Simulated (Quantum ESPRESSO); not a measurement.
Sr$_{2}$O: relaxation of cell and atoms (part 1 of 2)

System: Sr$_{2}$O (P6₃/mmc, 6 atoms in the cell).
Method: Kohn-Sham DFT of a periodic cell, LDA, SPMS 1.0 PBE, no spin polarisation (Quantum ESPRESSO 7.5).

The structure was built on a prototype by a generator; it need not be a known phase.

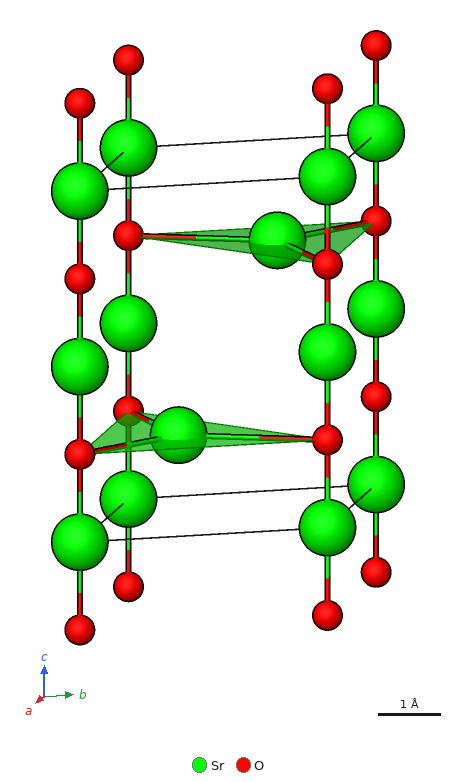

Fig. 1: The structure as given in the input (polyhedral view of the cell of the calculation, seen slightly off an axis; polyhedra are completed across the faces of the cell). An atom can appear more than once, as a periodic image.

The input
```
&CONTROL
  calculation = 'vc-relax'
  prefix = 'pwscf'
  outdir = './tmp'
  pseudo_dir = './pseudo'
  tprnfor = .true.
  tstress = .true.
  disk_io = 'low'
  nstep = 40
  forc_conv_thr = 0.0004
  etot_conv_thr = 1d-05
/
&SYSTEM
  ibrav = 0
  nat = 6
  ntyp = 2
  ecutwfc = 70
  nbnd = 36
  input_dft = 'pz'
  occupations = 'smearing'
  smearing = 'fd'
  degauss = 0.00734986
/
&ELECTRONS
  conv_thr = 1.2d-09
  electron_maxstep = 120
  mixing_beta = 0.5
/
&IONS
  ion_dynamics = 'bfgs'
/
&CELL
  cell_dynamics = 'bfgs'
  press = 0
  press_conv_thr = 0.3
/
ATOMIC_SPECIES
Sr    87.6200 38_Sr_10_2.3_2.5_pbe_n_v1.0.upf
O     15.9990 08_O_6_1.2_1.4_pbe_n_v1.0.upf
CELL_PARAMETERS angstrom
   4.2757420800    0.0000000000    0.0000000000
  -2.1378710400    3.7029012600    0.0000000000
   0.0000000000    0.0000000000    5.8038191900
ATOMIC_POSITIONS angstrom
Sr     2.1378710614    1.2343004077    1.4509547975
Sr    -0.0000000214    2.4686008523    4.3528643925
Sr     0.0000000000    0.0000000000    0.0000000000
Sr     0.0000000000    0.0000000000    2.9019095950
O      0.0000000000    0.0000000000    1.4509547975
O      0.0000000000    0.0000000000    4.3528643925
K_POINTS automatic
4 4 3 0 0 0
```

Run as:
```bash
OMP_NUM_THREADS=1 pw.x -in pw.in > pw.out
```

What the program printed
```
This program is part of the open-source Quantum ESPRESSO suite
     for quantum simulation of materials; please cite
         "P. Giannozzi et al., J. Phys.:Condens. Matter 21 395502 (2009);
         "P. Giannozzi et al., J. Phys.:Condens. Matter 29 465901 (2017);
         "P. Giannozzi et al., J. Chem. Phys. 152 154105 (2020);
          URL
     in publications or presentations arising from this work. More details at

     IMPORTANT: XC functional enforced from input :
     Exchange-correlation= PZ
                           (   1   1   0   0   0   0   0)
     Any further DFT definition will be discarded
     Please, verify this is what you really want

     Message from routine setup:
     using ibrav=0 with symmetry is DISCOURAGED, use correct ibrav instead

     G-vector sticks info
     --------------------
     sticks:   dense  smooth     PW     G-vecs:    dense   smooth      PW
     Sum        1261    1261    361                49079    49079    7243

     Using Slab Decomposition

     bravais-lattice index     =            0
     lattice parameter (alat)  =       8.0800  a.u.
     unit-cell volume          =     620.1034 (a.u.)^3
     number of atoms/cell      =            6
     number of atomic types    =            2
     number of electrons       =        52.00
     number of Kohn-Sham states=           36
     kinetic-energy cutoff     =      70.0000  Ry
     charge density cutoff     =     280.0000  Ry
     scf convergence threshold =      1.2E-09
     mixing beta               =       0.5000
     number of iterations used =            8  plain     mixing
     energy convergence thresh.=      1.0E-05
     force convergence thresh. =      4.0E-04
     press convergence thresh. =      3.0E-01
     Exchange-correlation= PZ
                           (   1   1   0   0   0   0   0)
     nstep                     =           40

     celldm(1)=   8.079982  celldm(2)=   0.000000  celldm(3)=   0.000000
     celldm(4)=   0.000000  celldm(5)=   0.000000  celldm(6)=   0.000000

     crystal axes: (cart. coord. in units of alat)
               a(1) = (   1.000000   0.000000   0.000000 )
               a(2) = (  -0.500000   0.866025   0.000000 )
               a(3) = (   0.000000   0.000000   1.357383 )

     reciprocal axes: (cart. coord. in units 2 pi/alat)
               b(1) = (  1.000000  0.577350 -0.000000 )
               b(2) = (  0.000000  1.154701  0.000000 )
               b(3) = (  0.000000 -0.000000  0.736712 )

     PseudoPot. # 1 for Sr read from file:
     38_Sr_10_2.3_2.5_pbe_n_v1.0.upf
     Pseudo is Norm-conserving + core correction, Zval = 10.0
     Generated using ONCVPSP code by D. R. Hamann
     Using radial grid of 1836 points,  6 beta functions with:
                l(1) =   0
                l(2) =   0
                l(3) =   1
                l(4) =   1
                l(5) =   2
                l(6) =   2

     PseudoPot. # 2 for O  read from file:
     08_O_6_1.2_1.4_pbe_n_v1.0.upf
     Pseudo is Norm-conserving + core correction, Zval =  6.0
     Generated using ONCVPSP code by D. R. Hamann
     Using radial grid of  934 points,  5 beta functions with:
                l(1) =   0
                l(2) =   0
                l(3) =   1
                l(4) =   1
                l(5) =   2

     atomic species   valence    mass     pseudopotential
     Sr               10.00    87.62000     Sr( 1.00)
     O                 6.00    15.99900     O ( 1.00)

     24 Sym. Ops., with inversion, found (12 have fractional translation)

   Cartesian axes

     site n.     atom                  positions (alat units)
         1        Sr     tau(   1) = (   0.5000000   0.2886751   0.3393457  )
         2        Sr     tau(   2) = (  -0.0000000   0.5773503   1.0180372  )
         3        Sr     tau(   3) = (   0.0000000   0.0000000   0.0000000  )
         4        Sr     tau(   4) = (   0.0000000   0.0000000   0.6786915  )
         5        O      tau(   5) = (   0.0000000   0.0000000   0.3393457  )
         6        O      tau(   6) = (   0.0000000   0.0000000   1.0180372  )

     number of k points=     8  Fermi-Dirac smearing, width (Ry)=  0.0073
                       cart. coord. in units 2pi/alat
        k(    1) = (   0.0000000   0.0000000   0.0000000), wk =   0.0416667
        k(    2) = (   0.0000000   0.0000000   0.2455706), wk =   0.0833333
        k(    3) = (   0.0000000   0.2886751   0.0000000), wk =   0.2500000
        k(    4) = (   0.0000000   0.2886751   0.2455706), wk =   0.5000000
        k(    5) = (   0.0000000  -0.5773503   0.0000000), wk =   0.1250000
        k(    6) = (   0.0000000  -0.5773503   0.2455706), wk =   0.2500000
        k(    7) = (   0.2500000   0.4330127   0.0000000), wk =   0.2500000
        k(    8) = (   0.2500000   0.4330127   0.2455706), wk =   0.5000000

     Dense  grid:    49079 G-vectors     FFT dimensions: (  45,  45,  60)

     Check: negative core charge=   -0.000003

     Initial potential from superposition of free atoms

     starting charge      51.9666, renormalised to      52.0000
     Starting wfcs are   28 randomized atomic wfcs +    8 random wfcs

     Self-consistent Calculation

     iteration #  1     ecut=    70.00 Ry     beta= 0.50
     Davidson diagonalization with overlap
     ethr =  1.00E-02,  avg # of iterations =  8.1

     total energy              =    -339.36576915 Ry
     estimated scf accuracy    <       1.50041692 Ry

     iteration #  2     ecut=    70.00 Ry     beta= 0.50
     Davidson diagonalization with overlap
     ethr =  2.89E-03,  avg # of iterations =  3.5

     total energy              =    -339.81783736 Ry
     estimated scf accuracy    <       0.37985333 Ry

     iteration #  3     ecut=    70.00 Ry     beta= 0.50
     Davidson diagonalization with overlap
     ethr =  7.30E-04,  avg # of iterations =  3.8

     total energy              =    -339.88928853 Ry
     estimated scf accuracy    <       0.00614703 Ry

     iteration #  4     ecut=    70.00 Ry     beta= 0.50
     Davidson diagonalization with overlap
     c_bands:  1 eigenvalues not converged
     ethr =  1.18E-05,  avg # of iterations = 11.2

     total energy              =    -339.89004155 Ry
     estimated scf accuracy    <       0.00115787 Ry

     iteration #  5     ecut=    70.00 Ry     beta= 0.50
     Davidson diagonalization with overlap
     ethr =  2.23E-06,  avg # of iterations =  2.9

     total energy              =    -339.89012274 Ry
     estimated scf accuracy    <       0.00003360 Ry

     iteration #  6     ecut=    70.00 Ry     beta= 0.50
     Davidson diagonalization with overlap
     ethr =  6.46E-08,  avg # of iterations =  2.2

     total energy              =    -339.89012902 Ry
     estimated scf accuracy    <       0.00000341 Ry

     iteration #  7     ecut=    70.00 Ry     beta= 0.50
     Davidson diagonalization with overlap
     ethr =  6.56E-09,  avg # of iterations =  2.0

     total energy              =    -339.89012972 Ry
     estimated scf accuracy    <       0.00000032 Ry

     iteration #  8     ecut=    70.00 Ry     beta= 0.50
     Davidson diagonalization with overlap
     ethr =  6.15E-10,  avg # of iterations =  2.6

     total energy              =    -339.89012980 Ry
     estimated scf accuracy    <       0.00000001 Ry

     iteration #  9     ecut=    70.00 Ry     beta= 0.50
     Davidson diagonalization with overlap
     ethr =  2.72E-11,  avg # of iterations =  4.0

     End of self-consistent calculation

          k = 0.0000 0.0000 0.0000 (  6137 PWs)   bands (ev):

   -24.9052 -23.1314 -20.3390 -20.0572 -17.8771 -12.0991  -5.9236  -5.5131
    -5.5131  -2.9884  -2.9884  -2.9768  -2.9768  -2.6864  -2.0583  -1.7482
    -1.7482   2.6775   2.6775   4.9447   8.0170   8.0170  11.2970  11.5322
    14.5956  14.5956  14.6777  16.8063  16.8063  17.6821  19.2449  19.2449
    19.3672  19.3672  19.7530  20.9505

          k = 0.0000 0.0000 0.2456 (  6149 PWs)   bands (ev):

   -24.5895 -23.7606 -20.1544 -20.0656 -16.7460 -14.0966  -5.1529  -5.1529
    -4.1712  -4.1712  -3.2268  -2.5445  -2.2175  -2.2175  -2.2105  -1.8640
    -1.8640   1.5596   3.8619   3.8619   6.4118   6.4118  12.2630  13.4104
    15.0958  15.0958  15.4995  16.1119  16.1119  17.2805  18.1197  19.3726
    19.3726  20.2371  20.2371  20.3907

          k = 0.0000 0.2887 0.0000 (  6139 PWs)   bands (ev):

   -24.8715 -23.1254 -20.2601 -20.1173 -18.0113 -12.0935  -5.9592  -5.6780
    -5.3323  -3.7813  -3.0077  -2.9757  -2.7262  -2.2088  -2.0508  -1.6958
    -1.6195   2.6056   2.9365   4.9028   7.9483   8.0382  11.3307  12.7559
    14.4997  15.3948  15.4197  16.7992  16.8369  16.8419  17.5760  18.6197
    19.0375  19.1824  20.3169  20.9802

          k = 0.0000 0.2887 0.2456 (  6121 PWs)   bands (ev):

   -24.5576 -23.7378 -20.1566 -20.1167 -16.8112 -14.1101  -5.3118  -5.0493
    -4.2976  -4.2819  -3.2317  -2.6863  -2.4254  -2.0677  -1.8479  -1.7389
    -1.7023   1.5522   3.8273   4.0103   6.3750   6.4545  13.2071  13.6676
    14.8071  15.2400  15.7914  16.3354  16.4097  17.7127  18.2582  19.3550
    19.3766  20.0815  20.2051  20.5384

          k = 0.0000-0.5774 0.0000 (  6116 PWs)   bands (ev):

   -24.8371 -23.1192 -20.2168 -20.1320 -18.1550 -12.0880  -5.9618  -5.8233
    -5.1666  -4.1328  -3.0381  -3.0026  -2.6997  -2.3292  -2.0915  -1.4615
    -1.1753   2.5381   3.1929   4.8555   7.8853   8.0656  11.3527  13.3111
    14.5210  15.4332  16.5573  16.8887  17.0686  17.6802  18.0331  18.7857
    19.2458  19.5523  19.7487  19.8224

          k = 0.0000-0.5774 0.2456 (  6132 PWs)   bands (ev):

   -24.5250 -23.7147 -20.1816 -20.1459 -16.8758 -14.1229  -5.4521  -4.9582
    -4.4650  -4.4130  -3.2772  -2.4337  -2.2775  -2.0947  -1.9507  -1.6437
    -1.5401   1.5416   3.8344   4.1672   6.3614   6.5047  13.7796  13.8263
    14.8561  15.4706  15.9061  16.6314  16.9835  18.1502  18.6925  18.8954
    19.7405  19.9954  20.0325  20.4877

          k = 0.2500 0.4330 0.0000 (  6133 PWs)   bands (ev):

   -24.8371 -23.1193 -20.1789 -20.1710 -18.1537 -12.0880  -5.9668  -5.7030
    -5.3890  -3.9695  -3.4671  -2.7478  -2.4577  -2.2235  -1.8304  -1.7637
    -1.4075   2.7326   3.0421   4.8550   7.9334   8.0149  11.3537  13.5687
    13.6501  15.9219  16.5024  16.5801  16.7409  18.3488  18.8871  19.0250
    19.3570  19.4462  19.6567  20.2191

          k = 0.2500 0.4330 0.2456 (  6129 PWs)   bands (ev):

   -24.5250 -23.7147 -20.1653 -20.1622 -16.8755 -14.1230  -5.4541  -5.2555
    -4.2078  -4.1274  -3.2652  -2.5436  -2.4610  -2.3299  -2.0296  -1.4987
    -1.3264   1.5421   3.8975   4.0720   6.4127   6.4861  13.7741  14.1508
    14.1574  15.1692  16.4571  17.1255  17.1370  17.6462  18.3386  19.3681
    19.6001  19.8035  19.9954  20.6773

     the Fermi energy is    15.5868 ev

!    total energy              =    -339.89012981 Ry
     estimated scf accuracy    <          5.3E-10 Ry
     smearing contrib. (-TS)   =      -0.00614008 Ry
     internal energy E=F+TS    =    -339.88398973 Ry

     The total energy is F=E-TS. E is the sum of the following terms:
     one-electron contribution =     -90.36326779 Ry
     hartree contribution      =      76.32996366 Ry
     xc contribution           =     -87.80312176 Ry
     ewald contribution        =    -238.04756384 Ry

     convergence has been achieved in   9 iterations

     Forces acting on atoms (cartesian axes, Ry/au):

     atom    1 type  1   force =     0.00000000    0.00000000   -0.00000000
     atom    2 type  1   force =     0.00000000    0.00000000   -0.00000000
     atom    3 type  1   force =     0.00000000    0.00000000    0.00000000
     atom    4 type  1   force =     0.00000000    0.00000000    0.00000000
     atom    5 type  2   force =     0.00000000    0.00000000    0.00000000
     atom    6 type  2   force =    -0.00000000   -0.00000000    0.00000000

     Total force =     0.000000     Total SCF correction =     0.000000

     Computing stress (Cartesian axis) and pressure
```
